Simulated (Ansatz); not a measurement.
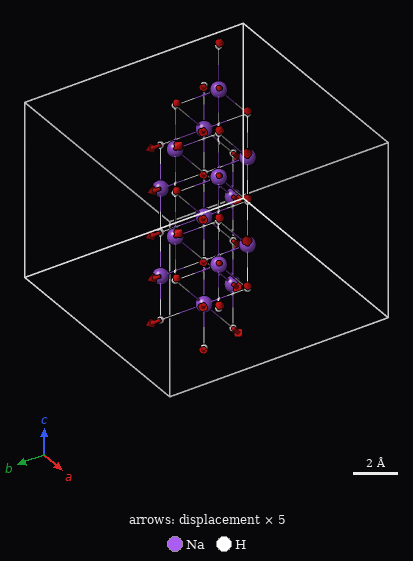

This is a relaxation of a wire of composition NaH. The starting structure is drawn; red arrows show the displacements (the part carried along by the change of the cell is left out), 5 times their true length.

The picture is a ball-and-stick view of the 2 repeat of the cell, with the vacuum cut short, seen from a free direction.

Case: wire along [0 0 1], 12 atoms a period.

Level of theory: DFT PBE, scalar-relativistic, plane waves, PAW (Ansatz 0.2.0).

The input:
```yaml
crystal:
  lattice:
    - [13.8, 0.0, 0.0]
    - [0.0, 14.1, 0.0]
    - [0.0, 0.0, 4.832080635]
  atoms:
    - { symbol: Na, position: [0.5, 0.5, 0.0] }
    - { symbol: H, position: [0.3249246147, 0.5, 0.0] }
    - { symbol: H, position: [0.6750753853, 0.5, 0.0] }
    - { symbol: Na, position: [0.5, 0.3286496229, 0.5] }
    - { symbol: Na, position: [0.5, 0.6713503771, 0.5] }
    - { symbol: H, position: [0.3249246147, 0.3286496229, 0.5] }
    - { symbol: Na, position: [0.3249246147, 0.5, 0.5] }
    - { symbol: Na, position: [0.6750753853, 0.5, 0.5] }
    - { symbol: H, position: [0.5, 0.5, 0.5] }
    - { symbol: Na, position: [0.3249246147, 0.3286496229, 0.0] }
    - { symbol: H, position: [0.5, 0.3286496229, 0.0] }
    - { symbol: H, position: [0.5, 0.6713503771, 0.0] }
basis:
  ecutwfc: 420
kpoints:
  mp_grid: { grid: [1, 1, 7] }
hamiltonian:
  xc: pbe
scf:
  occupations: { method: gaussian, width: 0.05 }
output:
  forces: true
  stress: true
  eigenvalues: true
  populations: true
  write_density: true
  write_potential: true
  elf: true
  volumetric_format: npy
relax:
  adjacent_minimum: "off"
  f_tol: 0.02
  max_steps: 45
  cell: { fix: [a, b, alpha, beta, gamma], stress_tol: 0.03 }
```

Command:
```bash
ansatz run input.yaml --threads 4 --pin off --max-ram 9216MiB --backend cpu --events-out ev --progress --plain --runs-dir out
```

### What did the optimiser do to the structure, and how much energy did it gain?

Over 5 accepted moves (6 points after the start) the energy falls by 0.624 eV per cell of the calculation. The largest force component goes from 0.32 to 0.0033 eV/Å. At 1 point the geometry stayed and the basis and grid were re-selected for the new cell (energy shift of 5.2 meV per cell of the calculation at most each time). The largest moves relative to the layer's centre, 0.18 Å, are those of H3 and H12. By element the largest moves are H 0.18 Å, Na 0.16 Å. Along the periodic axis the drawn cell goes c 9.664 → 8.608 Å (−10.9 %). Near-neighbour distances that change, for instance: H2–Na7 2.416 → 2.153 Å, Na4–Na10 3.417 → 3.171 Å, Na1–H11 2.416 → 2.584 Å, Na4–H9 2.416 → 2.572 Å. Among the angles between lasting bonds that change: Na10–H6–Na10 180.0° → 176.6°, H6–Na10–H6 180.0° → 176.6°. Cost: 53 s on 4 threads of Intel(R) Xeon(R) Platinum 8259CL CPU @ 2.50GHz (Skylake/Cascade Lake), with other jobs on the host, peak memory 1.3 GiB.
